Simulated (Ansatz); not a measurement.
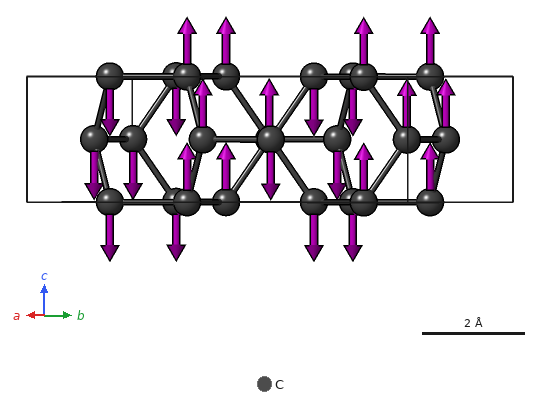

The lowest optical mode of a crystal of C, space group Cmmm (No. 65), at the zone centre. Displacements are drawn as purple arrows; their common scale and sign are arbitrary. A ball-and-stick model of the conventional cell (2 times the calculation's cell), seen from a free direction. Lengths and directions refer to the drawn axes.

Level of theory: DFT LDA, scalar-relativistic, plane waves, PAW in Ansatz 0.2.0.

Input file:
```yaml
crystal:
  lattice:
    - [2.103272762, -4.3337146136, 0.0]
    - [2.103272762, 4.3337146136, 0.0]
    - [0.0, 0.0, 2.4856616114]
  atoms:
    - { symbol: C, position: [0.6482879639, 0.9815881366, 0.0] }
    - { symbol: C, position: [0.3517120361, 0.0184118634, 0.0] }
    - { symbol: C, position: [0.0184118634, 0.3517120361, 0.0] }
    - { symbol: C, position: [0.9815881366, 0.6482879639, 0.0] }
    - { symbol: C, position: [0.4045540954, 0.2260768148, 0.5] }
    - { symbol: C, position: [0.5954459046, 0.7739231852, 0.5] }
    - { symbol: C, position: [0.7739231852, 0.5954459046, 0.5] }
    - { symbol: C, position: [0.2260768148, 0.4045540954, 0.5] }
basis:
  ecutwfc: 420
kpoints:
  mp_grid: { grid: [6, 6, 10] }
hamiltonian:
  xc: lda
scf:
  occupations: { method: gaussian, width: 0.05 }
output:
  eigenvalues: true
phonons:
  method: fd
  supercell: [1, 1, 1]
  amplitude: 0.02
  eigenvectors: true
  dielectric: false
```

Launched with:
```bash
ansatz run input.yaml --threads 2 --pin off --max-ram 5120MiB --backend cpu --events-out ev --progress --plain --runs-dir out
```

Frequencies are those without the non-analytic (LO–TO) term.

Q: Is this crystal at a minimum with respect to the drawn distortion?

A: Yes: this softest mode has a real frequency, and so have all others here. That speaks for this wave vector alone: the rest of the zone wasn't checked in this run. This is the B₃g mode at 15.6 THz, the lowest optical level, Raman-active by symmetry. All motion is along c; atoms of one kind move against one another, with no net shift of any sublattice; the C–C bond lengths don't change to first order, so for these it is a bending, tilting or sliding motion.
